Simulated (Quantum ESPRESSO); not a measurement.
TaS2: relaxation of cell and atoms (part 2 of 4)

TaS2 (3 atoms in the cell); Kohn-Sham DFT of a periodic cell, PBE with TS, PseudoDojo 0.4.1 SR PBE standard (Quantum ESPRESSO 7.5); cutoff 789.13 eV, 9×9×5 k-mesh, fermi-dirac of 0.05 eV. The structure derives from an entry of the Crystallography Open Database. The run did not end well. The run did not end well; see the last part.

Geometry of the input (Å; fractional positions):
```
3.3500  0.0000  0.0000
-1.6750  2.9012  0.0000
0.0000  0.0000  5.8600
Ta 0.0000  0.0000  0.0000
S  0.6667  0.3333  0.7500
S  0.3333  0.6667  0.2500
```

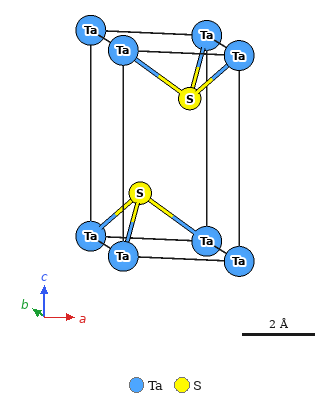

The input geometry (ball-and-stick view of the cell of the calculation, seen slightly off an axis).

Log, continued
```
   -58.1337 -24.8464 -24.6678 -24.5667  -2.9065  -2.2988   4.1528   5.0367
     6.3881   6.6948   7.6841   8.2555  10.1981  12.5647  13.3822  14.5858
    15.6765  16.5929  16.9952

          k = 0.1111 0.5774 0.0000 (  2856 PWs)   bands (ev):

   -58.1322 -24.8761 -24.6782 -24.5601  -2.7491  -2.1831   3.7960   5.6483
     6.2332   6.6460   7.3429   7.4259  10.5884  12.9872  13.4072  15.1721
    15.2294  17.1257  17.7641

          k = 0.1111 0.5774 0.1143 (  2865 PWs)   bands (ev):

   -58.1322 -24.8761 -24.6782 -24.5601  -2.7837  -2.1369   3.7822   5.4553
     6.2950   6.5771   7.5408   7.6088  10.4501  12.9633  13.4021  14.9796
    15.3568  16.9648  17.6799

          k = 0.1111 0.5774 0.2287 (  2865 PWs)   bands (ev):

   -58.1322 -24.8761 -24.6782 -24.5601  -2.8314  -2.0702   3.7462   5.3005
     6.2930   6.4455   7.7121   8.1035  10.1439  12.9519  13.3867  14.7508
    15.6352  16.5292  17.4047

          k = 0.2222 0.3849 0.0000 (  2876 PWs)   bands (ev):

   -58.1339 -24.8186 -24.6890 -24.5679  -2.8055  -2.4867   4.9037   5.3618
     5.8008   6.5445   6.8076   8.1071  11.1751  12.1445  13.4204  14.1683
    16.5159  17.0631  18.7975

          k = 0.2222 0.3849 0.1143 (  2865 PWs)   bands (ev):

   -58.1339 -24.8186 -24.6890 -24.5679  -2.7764  -2.5158   4.8541   5.1035
     6.1659   6.5815   6.8386   8.0847  11.1636  11.9650  13.4005  14.2476
    16.1396  17.7836  17.9504

          k = 0.2222 0.3849 0.2287 (  2864 PWs)   bands (ev):

   -58.1339 -24.8185 -24.6890 -24.5680  -2.7035  -2.5885   4.7824   4.8869
     6.5698   6.6690   6.8635   8.0258  11.2497  11.5795  13.3474  14.3852
    15.8321  17.6723  18.6116

          k = 0.2222 0.5132 0.0000 (  2865 PWs)   bands (ev):

   -58.1317 -24.8410 -24.7285 -24.5579  -2.5391  -2.3107   4.3530   5.2706
     6.0096   6.5647   6.7361   7.5795  11.4603  12.6163  13.1351  14.4989
    15.5694  16.7626  18.6376

          k = 0.2222 0.5132 0.1143 (  2862 PWs)   bands (ev):

   -58.1317 -24.8410 -24.7285 -24.5579  -2.5913  -2.2523   4.3432   5.1358
     6.0520   6.6392   6.8250   7.6379  11.2158  12.5958  13.1223  14.4947
    15.6442  17.3866  18.3643

          k = 0.2222 0.5132 0.2287 (  2869 PWs)   bands (ev):

   -58.1317 -24.8410 -24.7285 -24.5579  -2.6146  -2.2274   4.3468   5.0562
     6.0953   6.6462   6.9461   7.6866  11.0104  12.2983  13.1055  14.6514
    16.1277  17.6834  17.9809

          k = 0.3333 0.5774 0.0000 (  2832 PWs)   bands (ev):

   -58.1309 -24.7958 -24.7957 -24.5544  -2.3456  -2.3455   4.8224   5.1201
     5.1202   6.8168   6.8170   7.4329  11.8066  12.7735  12.7739  14.8250
    14.8251  16.3925  20.1356

          k = 0.3333 0.5774 0.1143 (  2844 PWs)   bands (ev):

   -58.1309 -24.7958 -24.7957 -24.5544  -2.3477  -2.3476   4.9183   5.0904
     5.0905   6.9062   6.9063   7.2392  11.8391  12.5097  12.5101  15.1493
    15.1493  16.7911  19.6948

          k = 0.3333 0.5774 0.2287 (  2859 PWs)   bands (ev):

   -58.1309 -24.7958 -24.7957 -24.5545  -2.3510  -2.3510   5.0468   5.0469
     5.1077   6.9019   7.0519   7.0519  11.8852  12.1587  12.1591  15.6367
    15.6367  17.7682  19.1148

          k = 0.0000 0.1283-0.1143 (  2888 PWs)   bands (ev):

   -58.1442 -24.6221 -24.6149 -24.5939  -4.2589  -2.6087   4.1946   6.0088
     6.4883   8.5671   8.7176   9.0820  10.7771  11.3521  11.7274  14.2845
    14.9760  16.7736  17.3685

          k = 0.0000 0.1283-0.2287 (  2867 PWs)   bands (ev):

   -58.1442 -24.6221 -24.6150 -24.5939  -4.1033  -2.8693   4.8977   5.7913
     6.4949   7.8702   8.5063   9.0526  10.7761  11.3451  12.2446  14.3934
    15.0775  16.8817  17.9814

          k = 0.0000 0.2566-0.1143 (  2875 PWs)   bands (ev):

   -58.1403 -24.7128 -24.6146 -24.5972  -3.7288  -2.6185   4.7975   5.4910
     6.6766   6.8519   8.4359   8.5526  10.4307  12.0701  12.1151  14.6535
    15.1452  18.0170  18.3643

          k = 0.0000 0.2566-0.2287 (  2857 PWs)   bands (ev):

   -58.1403 -24.7128 -24.6146 -24.5973  -3.5793  -2.8211   5.0713   5.4668
     6.6531   6.8454   8.2118   8.4677  10.3928  12.1659  12.5584  14.3503
    15.0205  17.7530  18.1948

          k = 0.0000 0.3849-0.1143 (  2862 PWs)   bands (ev):

   -58.1359 -24.8140 -24.6381 -24.5769  -3.0572  -2.6020   4.7546   5.4947
     6.0309   6.6519   7.6579   8.2911  10.0638  12.6359  12.6561  15.4492
    16.0169  17.0105  17.8727

          k = 0.0000 0.3849-0.2287 (  2861 PWs)   bands (ev):

   -58.1359 -24.8139 -24.6381 -24.5769  -3.0053  -2.6507   4.5749   5.2556
     6.5149   6.5871   7.8299   8.4061   9.9186  12.7150  12.8042  15.1264
    15.5591  16.6543  17.1376

          k = 0.0000 0.5132-0.1143 (  2868 PWs)   bands (ev):

   -58.1330 -24.8789 -24.6534 -24.5636  -2.8486  -2.2388   3.7886   5.7306
     6.2754   6.5064   7.2630   8.4090   9.8241  13.0456  13.4481  15.2636
    15.5974  16.7076  17.6547

          k = 0.0000 0.5132-0.2287 (  2858 PWs)   bands (ev):

   -58.1330 -24.8789 -24.6534 -24.5636  -2.9136  -2.1442   3.7147   5.3774
     6.3378   6.4324   7.9735   8.5649   9.5994  13.0504  13.4332  15.2153
    15.3058  16.2651  17.1020

          k =-0.1111 0.3208-0.1143 (  2866 PWs)   bands (ev):

   -58.1373 -24.7704 -24.6416 -24.5834  -3.2862  -2.6064   5.1099   5.3958
     5.9182   6.8663   7.5755   8.3486  10.8585  11.6611  12.9963  14.5275
    15.6839  18.2843  18.4855

          k =-0.1111 0.3208-0.2287 (  2865 PWs)   bands (ev):

   -58.1373 -24.7704 -24.6416 -24.5835  -3.1485  -2.7646   4.8940   5.4308
     6.2404   6.8894   7.6254   8.2462  10.8016  11.7242  13.1780  14.4302
    15.1076  17.9128  18.1631

          k =-0.1111 0.4491-0.1143 (  2860 PWs)   bands (ev):

   -58.1337 -24.8464 -24.6679 -24.5667  -2.7704  -2.4760   4.3323   5.5178
     6.2569   6.4794   7.4257   7.6341  10.6686  12.3208  13.3945  14.8323
    16.4851  16.9497  17.7046

          k =-0.1111 0.4491-0.2287 (  2862 PWs)   bands (ev):

   -58.1337 -24.8464 -24.6678 -24.5668  -2.8241  -2.4058   4.2338   5.2025
     6.3955   6.6557   7.6123   7.8542  10.4457  12.3461  13.3753  14.6702
    16.2000  16.8631  17.1515

          k =-0.2222 0.5132-0.1143 (  2862 PWs)   bands (ev):

   -58.1317 -24.8410 -24.7285 -24.5579  -2.5360  -2.3162   4.3650   5.2481
     6.0022   6.6266   6.8014   7.5207  11.4389  12.2864  13.1657  14.5612
    16.0463  16.8671  18.3421

          k =-0.2222 0.5132-0.2287 (  2869 PWs)   bands (ev):

   -58.1317 -24.8410 -24.7285 -24.5579  -2.5886  -2.2589   4.3553   5.1251
     6.0876   6.5709   6.9924   7.5986  11.1400  12.1464  13.1294  14.6441
    16.5803  17.0990  17.9857

     the Fermi energy is    10.6371 ev

!    total energy              =    -174.62539318 Ry
     estimated scf accuracy    <          2.4E-11 Ry
     smearing contrib. (-TS)   =      -0.00109758 Ry
     internal energy E=F+TS    =    -174.62429561 Ry

     The total energy is F=E-TS. E is the sum of the following terms:
     one-electron contribution =     -61.81509936 Ry
     hartree contribution      =      40.38000131 Ry
     xc contribution           =     -42.43285878 Ry
     ewald contribution        =    -110.70438622 Ry
     Dispersion Correction     =      -0.05195255 Ry

     convergence has been achieved in  10 iterations

     Forces acting on atoms (cartesian axes, Ry/au):

     atom    1 type  1   force =     0.00000000   -0.00000000    0.00000000
     atom    2 type  2   force =     0.00000000   -0.00000000   -0.04826468
     atom    3 type  2   force =     0.00000000    0.00000000    0.04826468

     Total force =     0.068257     Total SCF correction =     0.000007

     Computing stress (Cartesian axis) and pressure

          total   stress  (Ry/bohr**3)                   (kbar)     P=       77.47
   0.00040012  -0.00000000   0.00000000           58.86       -0.00        0.00
  -0.00000000   0.00040012   0.00000000           -0.00       58.86        0.00
  -0.00000000  -0.00000000   0.00077970           -0.00       -0.00      114.70

     BFGS Geometry Optimization
     Energy error            =      1.3E-02 Ry
     Gradient error          =      4.8E-02 Ry/Bohr
     Cell gradient error     =      1.1E+02 kbar

     number of scf cycles    =   1
     number of bfgs steps    =   0

     enthalpy           new  =    -174.6253931850 Ry

     new trust radius        =       0.0764279135 bohr
     new conv_thr            =       0.0000000006 Ry

     new unit-cell volume =    399.70887 a.u.^3 (    59.23074 Ang^3 )
     density =      6.87050 g/cm^3

CELL_PARAMETERS (alat=  6.33058252)
   1.010003010  -0.000000000  -0.000000000
  -0.505001505   0.874688265   0.000000000
   0.000000000   0.000000000   1.783350842

ATOMIC_POSITIONS (alat)
Ta               0.0000000000       -0.0000000000       -0.0000000000
S                0.5050015051        0.2915627549        1.3297404703
S                0.0000000000        0.5831255098        0.4536103721

     NEW-OLD atomic charge density approx. for the potential
     New effective cutoffs (rho, wfc):  226.56   56.85

     Self-consistent Calculation

[... 238 further cycles ...]
     iteration #  5     ecut=    58.00 Ry     beta= 0.50
     Davidson diagonalization with overlap
     ethr =  5.18E-12,  avg # of iterations =  1.4

     total energy              =    -174.63307355 Ry
     estimated scf accuracy    <          6.2E-11 Ry

     iteration #  6     ecut=    58.00 Ry     beta= 0.50
     Davidson diagonalization with overlap
     ethr =  2.48E-13,  avg # of iterations =  2.5

     total energy              =    -174.63307355 Ry
     estimated scf accuracy    <          1.1E-11 Ry

     iteration #  7     ecut=    58.00 Ry     beta= 0.50
     Davidson diagonalization with overlap
     ethr =  1.00E-13,  avg # of iterations =  2.0

     End of self-consistent calculation

          k = 0.0000 0.0000 0.0000 (  2901 PWs)   bands (ev):

   -58.8708 -25.2858 -25.2676 -25.2675  -4.7845  -2.9604   3.2702   6.1857
     6.1859   8.6663   9.3198   9.3199  10.1612  10.1883  10.1885  13.8241
    13.8242  15.1702  15.2815

          k = 0.0000 0.0000 0.1116 (  2889 PWs)   bands (ev):

   -58.8708 -25.2858 -25.2676 -25.2675  -4.7072  -3.1093   3.5911   6.1960
     6.1961   7.8574   9.2722   9.2722  10.1798  10.1800  10.6330  13.9471
    13.9472  15.2653  15.6973

          k = 0.0000 0.0000 0.2233 (  2865 PWs)   bands (ev):

   -58.8708 -25.2859 -25.2676 -25.2675  -4.5490  -3.3758   4.2837   6.2129
     6.2131   6.7342   9.1975   9.1975  10.1658  10.1660  11.0172  14.1551
    14.1552  15.5240  16.4537

          k = 0.0000 0.1273-0.0000 (  2877 PWs)   bands (ev):

   -58.8695 -25.2991 -25.2798 -25.2748  -4.6063  -2.9538   3.4950   5.8646
     6.2733   8.1003   8.7248   8.7566  10.0489  10.7020  10.8018  13.5670
    13.8339  15.8885  16.2313

          k = 0.0000 0.1273 0.1116 (  2888 PWs)   bands (ev):

   -58.8695 -25.2991 -25.2799 -25.2748  -4.5318  -3.0869   3.7772   5.8321
     6.2643   7.9208   8.2437   8.7488  10.1554  10.8060  11.1011  13.6588
    13.7651  15.9863  16.5076

          k = 0.0000 0.1273 0.2233 (  2867 PWs)   bands (ev):

   -58.8695 -25.2991 -25.2799 -25.2748  -4.3736  -3.3381   4.4438   5.5682
     6.2841   7.3654   7.9901   8.6765  10.2186  10.7967  11.5065  13.6830
    13.9624  16.2785  16.9105

          k = 0.0000 0.2547-0.0000 (  2877 PWs)   bands (ev):

   -58.8661 -25.3781 -25.2931 -25.2647  -4.1222  -2.9340   4.0965   5.3852
     6.3161   6.4177   8.1075   8.3981   9.6829  11.3212  11.4765  13.9477
    14.0689  17.0174  17.1761

          k = 0.0000 0.2547 0.1116 (  2875 PWs)   bands (ev):

   -58.8661 -25.3781 -25.2931 -25.2648  -4.0692  -3.0093   4.1497   5.4746
     6.1811   6.3757   8.1902   8.3966   9.5950  11.5230  11.8043  13.6188
    13.8367  16.5283  16.9253

          k = 0.0000 0.2547 0.2233 (  2857 PWs)   bands (ev):

   -58.8661 -25.3781 -25.2931 -25.2648  -3.9182  -3.2160   4.5101   5.2783
     6.3227   6.3800   7.8541   8.1614   9.7321  11.5629  12.1630  13.3320
    13.8774  16.4639  16.8839

          k = 0.0000 0.3820-0.0000 (  2869 PWs)   bands (ev):

   -58.8623 -25.4664 -25.3139 -25.2475  -3.5164  -2.8730   4.3352   5.0836
     5.4520   6.3841   7.4603   7.8963   9.3596  11.9902  12.1186  14.5185
    14.8076  16.2407  16.7771

          k = 0.0000 0.3820 0.1116 (  2862 PWs)   bands (ev):

   -58.8623 -25.4664 -25.3139 -25.2475  -3.5411  -2.8300   4.1109   4.8340
     5.8008   6.3182   7.9372   8.0224   9.1325  12.0171  12.5108  14.1345
    14.2238  15.5223  16.2145

          k = 0.0000 0.3820 0.2233 (  2861 PWs)   bands (ev):

   -58.8623 -25.4664 -25.3139 -25.2476  -3.4644  -2.9223   4.0958   4.7592
     6.0732   6.2813   7.8170   8.0837   9.1163  12.0769  12.4785  14.0586
    14.1016  15.4601  15.9452

          k = 0.0000 0.5093-0.0000 (  2866 PWs)   bands (ev):

   -58.8598 -25.5232 -25.3273 -25.2362  -3.1899  -2.6695   3.4804   5.3487
     5.7893   6.2608   6.7164   7.9071   9.2002  12.4252  12.9078  14.4137
    14.8276  15.6821  16.7508

          k = 0.0000 0.5093 0.1116 (  2868 PWs)   bands (ev):

   -58.8598 -25.5232 -25.3273 -25.2363  -3.2590  -2.5736   3.4153   4.9196
     5.9736   6.2026   7.2899   8.0245   9.0584  12.4212  12.9714  14.3110
    14.5540  15.3959  15.9331

          k = 0.0000 0.5093 0.2233 (  2858 PWs)   bands (ev):

   -58.8598 -25.5232 -25.3273 -25.2363  -3.2855  -2.5331   3.3830   4.7962
     5.9454   6.1386   7.7764   8.1593   8.8318  12.4323  12.8976  14.2551
    14.5313  15.2101  15.5510

          k = 0.1103 0.1910-0.0000 (  2861 PWs)   bands (ev):

   -58.8671 -25.3515 -25.2906 -25.2692  -4.2736  -2.9414   3.9193   5.4994
     6.2902   7.0635   7.7972   8.6573  10.1227  10.8772  11.4325  13.6247
    13.9905  16.8727  17.4174

          k = 0.1103 0.1910 0.1116 (  2879 PWs)   bands (ev):

   -58.8671 -25.3515 -25.2906 -25.2692  -4.2012  -3.0549   4.1396   5.4519
     6.2666   7.0522   7.7723   8.3255  10.2898  10.8286  11.6689  13.6328
    13.8692  16.9875  17.4083

          k = 0.1103 0.1910 0.2233 (  2873 PWs)   bands (ev):

   -58.8671 -25.3515 -25.2906 -25.2693  -4.0454  -3.2747   4.6667   5.1946
     6.2434   7.1072   7.6026   7.9262  10.4712  10.8010  12.0688  13.5049
    13.7461  17.1116  17.4676

          k = 0.1103 0.3183-0.0000 (  2871 PWs)   bands (ev):

   -58.8636 -25.4285 -25.3166 -25.2531  -3.7106  -2.9124   4.5958   5.1913
     5.4310   6.4471   7.2165   8.0374  10.0220  11.2642  12.2192  13.6204
    15.0002  17.0333  17.7753

          k = 0.1103 0.3183 0.1116 (  2866 PWs)   bands (ev):

   -58.8636 -25.4285 -25.3166 -25.2531  -3.6778  -2.9492   4.4099   5.2241
     5.5802   6.4079   7.3255   8.1601   9.8493  11.4307  12.4221  13.4324
    14.5006  16.3811  17.3764

          k = 0.1103 0.3183 0.2233 (  2865 PWs)   bands (ev):

   -58.8636 -25.4285 -25.3166 -25.2532  -3.5476  -3.1065   4.4526   5.0488
     5.9161   6.4453   7.3232   7.8984   9.9716  11.3159  12.5925  13.4800
    14.0610  16.3513  17.2543

          k = 0.1103 0.4457-0.0000 (  2869 PWs)   bands (ev):

   -58.8604 -25.4949 -25.3398 -25.2389  -3.2037  -2.7972   3.9956   5.1268
     5.7032   6.1422   7.0531   7.2107   9.9713  11.8703  12.7980  13.9483
    15.0632  16.5019  16.8399

          k = 0.1103 0.4457 0.1116 (  2860 PWs)   bands (ev):

   -58.8604 -25.4949 -25.3398 -25.2389  -3.2678  -2.7118   3.8931   4.7694
     5.9783   6.1726   7.1655   7.5644   9.7244  12.0259  12.8448  13.7342
    14.6920  15.9710  16.6097

          k = 0.1103 0.4457 0.2233 (  2862 PWs)   bands (ev):

   -58.8604 -25.4949 -25.3398 -25.2390  -3.2546  -2.7241   3.8560   4.6756
     6.0443   6.2462   7.2567   7.6611   9.5981  11.9034  12.7778  13.7988
    14.8212  15.6585  16.3207

          k = 0.1103 0.5730-0.0000 (  2856 PWs)   bands (ev):

   -58.8592 -25.5208 -25.3489 -25.2333  -3.0844  -2.6275   3.5060   5.2735
     5.8114   6.2251   6.8603   6.9766   9.9464  12.3695  12.8196  14.2987
    14.3812  16.3412  16.7542

          k = 0.1103 0.5730 0.1116 (  2865 PWs)   bands (ev):

   -58.8592 -25.5208 -25.3489 -25.2333  -3.1202  -2.5818   3.4975   5.0679
     5.8840   6.1782   7.0572   7.1187   9.8199  12.3393  12.8127  14.1307
    14.5612  16.1939  16.6055

          k = 0.1103 0.5730 0.2233 (  2865 PWs)   bands (ev):

   -58.8592 -25.5208 -25.3489 -25.2333  -3.1681  -2.5178   3.4703   4.9106
     5.8473   6.0899   7.2509   7.5430   9.5402  12.3195  12.7920  13.9474
    14.9444  15.7468  16.2943

          k = 0.2206 0.3820-0.0000 (  2876 PWs)   bands (ev):

   -58.8606 -25.4706 -25.3581 -25.2400  -3.1819  -2.8761   4.5641   5.0604
     5.3809   6.1937   6.3395   7.5499  10.5934  11.3916  12.8022  13.3881
    15.5353  16.2852  17.7811

          k = 0.2206 0.3820 0.1116 (  2865 PWs)   bands (ev):

   -58.8606 -25.4706 -25.3581 -25.2400  -3.1546  -2.9038   4.5151   4.7935
     5.7549   6.2204   6.3816   7.5153  10.5624  11.2465  12.7954  13.4577
    15.2501  16.8440  17.1542

          k = 0.2206 0.3820 0.2233 (  2864 PWs)   bands (ev):

   -58.8606 -25.4706 -25.3581 -25.2400  -3.0874  -2.9715   4.4432   4.5888
     6.1718   6.2706   6.4284   7.4281  10.6187  10.9062  12.7609  13.6134
    14.9678  16.6922  17.8074

          k = 0.2206 0.5093-0.0000 (  2865 PWs)   bands (ev):

   -58.8587 -25.4904 -25.3926 -25.2314  -2.9057  -2.7229   4.0373   4.9473
     5.6526   6.1003   6.2594   7.0519  10.8616  11.9085  12.5539  13.6721
    14.7077  15.8822  17.7823

          k = 0.2206 0.5093 0.1116 (  2862 PWs)   bands (ev):

   -58.8587 -25.4903 -25.3926 -25.2314  -2.9575  -2.6657   4.0294   4.8145
     5.7007   6.1582   6.3536   7.0976  10.6101  11.9055  12.5240  13.7115
    14.7930  16.4662  17.5221

          k = 0.2206 0.5093 0.2233 (  2869 PWs)   bands (ev):

   -58.8587 -25.4903 -25.3926 -25.2315  -2.9795  -2.6424   4.0413   4.7340
     5.7311   6.1976   6.4405   7.1313  10.3946  11.6263  12.5009  13.9320
    15.2922  16.7528  17.2002

          k = 0.3308 0.5730-0.0000 (  2832 PWs)   bands (ev):

   -58.8581 -25.4511 -25.4510 -25.2285  -2.7370  -2.7370   4.4711   4.8008
     4.8009   6.3426   6.3428   6.8855  11.3846  12.0189  12.0193  14.0234
    14.0234  15.4862  19.2560

          k = 0.3308 0.5730 0.1116 (  2844 PWs)   bands (ev):

   -58.8581 -25.4511 -25.4510 -25.2285  -2.7387  -2.7387   4.5626   4.7775
     4.7776   6.4169   6.4171   6.7037  11.4058  11.7660  11.7664  14.3566
    14.3567  15.9005  18.8214

          k = 0.3308 0.5730 0.2233 (  2859 PWs)   bands (ev):

   -58.8581 -25.4511 -25.4510 -25.2285  -2.7415  -2.7414   4.7430   4.7431
     4.7447   6.3846   6.5383   6.5384  11.4340  11.4344  11.4359  14.8660
    14.8660  16.9627  18.1594

          k = 0.0000 0.1273-0.1116 (  2888 PWs)   bands (ev):

   -58.8695 -25.2991 -25.2799 -25.2748  -4.5285  -3.0934   3.7995   5.7965
     6.2994   8.0644   8.1569   8.6377  10.2081  10.7924  10.9790  13.4984
    14.0759  16.0934  16.4410

          k = 0.0000 0.1273-0.2233 (  2867 PWs)   bands (ev):
```
